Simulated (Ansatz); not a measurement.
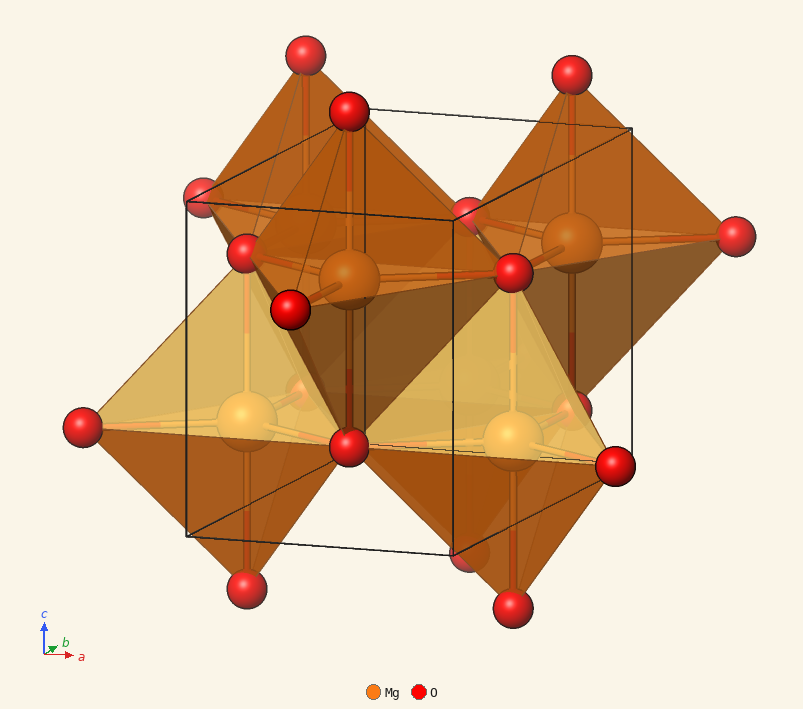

View slightly off an axis, drawn as a polyhedral model. One conventional unit cell is framed, with atoms on its boundary repeated. Some neighbours outside the box are added.

MgO, space group Cmcm (No. 63), a = 3.48 Å, b = 6.24 Å, c = 4.19 Å, α = 90.00°, β = 90.00°, γ = 90.00°.

Electronic-structure method: DFT, PBE, plane waves, PAW in Ansatz 0.2.0. Parameters: 420 eV cutoff, k-points about 0.25 Å⁻¹ apart, Fermi-Dirac smearing of 0.02 eV, no spin polarisation.

Question: Does it come out as a metal, or with a gap?

Answer: An insulator at this level, with a gap of 3.30 eV, direct.

Question: State the hydrostatic pressure.

Answer: The computed pressure is 0.1 GPa, close to zero. The stress isn't hydrostatic: its largest component is 2.1 GPa.

The structure comes from a structure listed in the Materials Project. The cell was then strained or its atoms displaced on purpose. A calculation with Ansatz used it as input.
